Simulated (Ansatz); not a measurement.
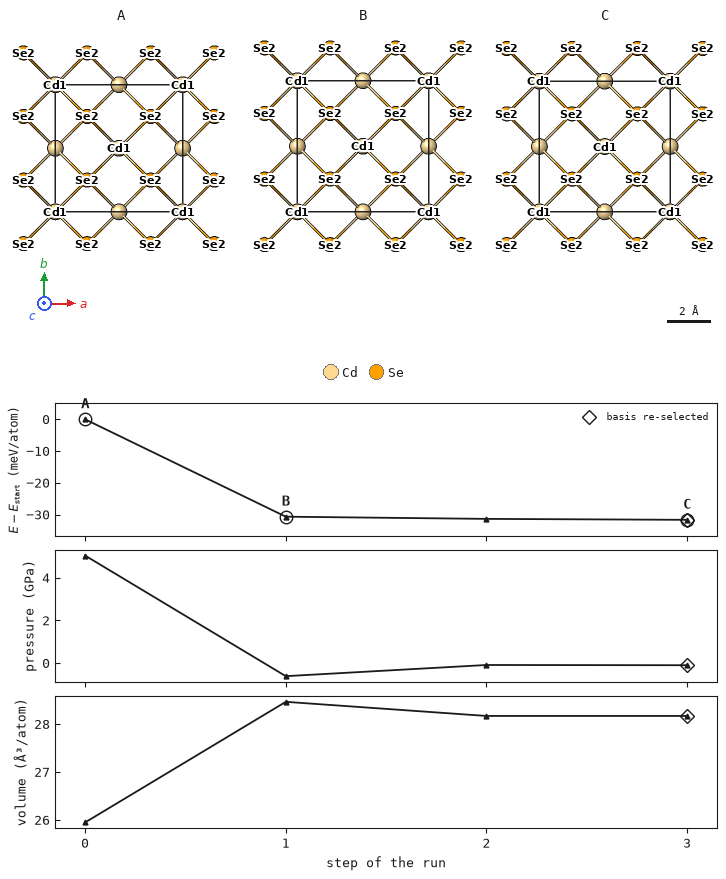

Frames of a relaxation of a crystal of CdSe (a generated structure, set up in F-43m), marked on the history of the run. The picture is a ball-and-stick view of the conventional cell (4 times the calculation's cell), seen along the c axis. Lengths and directions refer to the drawn axes.

Case: S → Se, Zn → Cd on all its sites, cell and atoms relaxed.

Method: DFT PBEsol, scalar-relativistic, plane waves, PAW in Ansatz. Set-up: plane-wave cutoff 420 eV; k-point mesh 8 × 8 × 8; occupations gaussian; smearing width 0.02 eV; no spin polarisation; cell and atoms relaxed; force threshold 0.01 eV/Å; at most 60 steps.

What happens along the run?

The atoms keep their places relative to the cell (all moves are under 0.005 Å). The drawn cell changes as follows: a = b = c 5.921 → 6.086 Å (+2.8 %); the volume changes by +8.6 %. Among the contacts that change: Cd1–Se2 2.564 → 2.635 Å. The space group stays F-43m (No. 216). After 2 accepted moves (3 points after the start) the energy has fallen by 31.6 meV per atom. All forces vanish by symmetry, so only the cell relaxes. The pressure goes from 5.05 to −0.10 GPa. The SCF was repeated once at an unchanged geometry on a basis and grid sized afresh for the cell, which shifted the energy by 0.3 meV per atom at most. The run took 21 s on 1 thread of Intel(R) Xeon(R) Platinum 8259CL CPU @ 2.50GHz (Skylake/Cascade Lake), with other jobs on the host, peak memory 0.42 GiB. From step 0 to 1: volume +9.7 %, energy −30.6 meV per atom. From step 1 to 3: volume −1.0 %, energy −1.0 meV per atom.

```tsv
step	E − E(0), meV/atom	pressure, GPa	volume, Å³/atom	note
0	0.00	5.05	25.950	
1	-30.65	-0.61	28.465	
2	-31.34	-0.09	28.171	
3	-31.64	-0.10	28.171	same geometry, new basis
```
